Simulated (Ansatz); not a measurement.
Input file:

```
crystal:
  lattice:
    - [2.5180642186, 0.0, 0.0]
    - [-1.2590321093, 2.1807075817, 0.0]
    - [0.0, 0.0, 8.3046919353]
  atoms:
    - { symbol: C, position: [-0.0053193744, -0.0106387487, 0.0929732494] }
    - { symbol: C, position: [0.0053193744, 0.0106387487, 0.5929732494] }
    - { symbol: C, position: [0.0053193744, 0.0106387487, 0.4070267506] }
    - { symbol: C, position: [-0.0053193744, -0.0106387487, 0.9070267506] }
    - { symbol: C, position: [0.3289774583, 0.6579549166, 0.1555299995] }
    - { symbol: C, position: [0.6710225417, 0.3420450834, 0.6555299995] }
    - { symbol: C, position: [0.3376892084, 0.6753784168, 0.3444700005] }
    - { symbol: C, position: [0.6623107916, 0.3246215832, 0.8444700005] }
basis:
  ecutwfc: 520.0
kpoints:
  mp_grid: { grid: [12, 12, 4] }
hamiltonian:
  xc: pbe
  pseudopotentials: { kind: paw, azcp: { folder: soft_1 } }
scf:
  occupations: { method: gaussian, width: 0.05 }
output:
  forces: true
  stress: true
  eigenvalues: true
  write_density: true
  write_potential: true
  elf: true
  volumetric_format: npy
```

Command:

```sh
ansatz run input.yaml --threads 2 --pin off --max-ram 4096MiB --backend cpu --events-out ev --progress --plain --runs-dir out
```

Below, planes, directions and counts refer to the conventional cell (a = 2.52 Å, b = 4.36 Å, c = 8.30 Å, α = 90.00°, β = 90.00°, γ = 90.00°).

Space group Cmc2₁; PAW files of the earlier set (soft_1).

These are results of DFT PBE, scalar-relativistic, plane waves, PAW (Ansatz 0.2.0), not measurements.

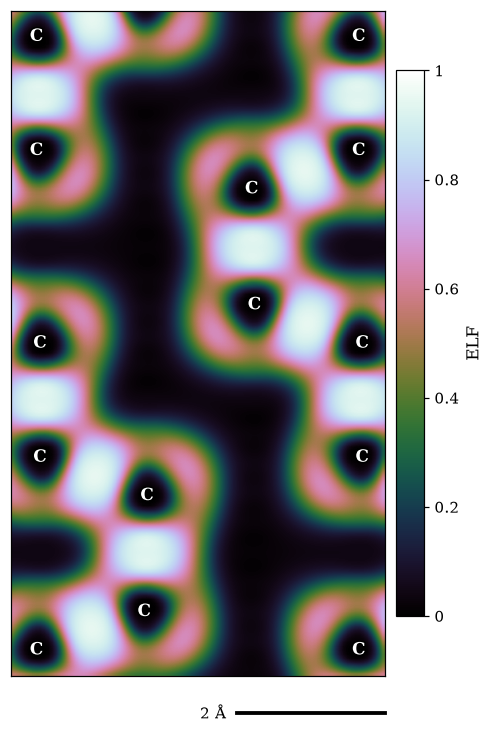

C. Electron localisation function on the (100) plane of the conventional cell.

> Read the bonding off the picture.

The plane passes through C nuclei.
C–C (1.54 Å): the ELF peaks at about 0.95 between the atoms, as expected for a shared electron pair.

> Does the calculation give a band gap?

It is gapped, with a Kohn–Sham gap of 4.5 eV on the k-point mesh, an upper bound to the gap of this method.
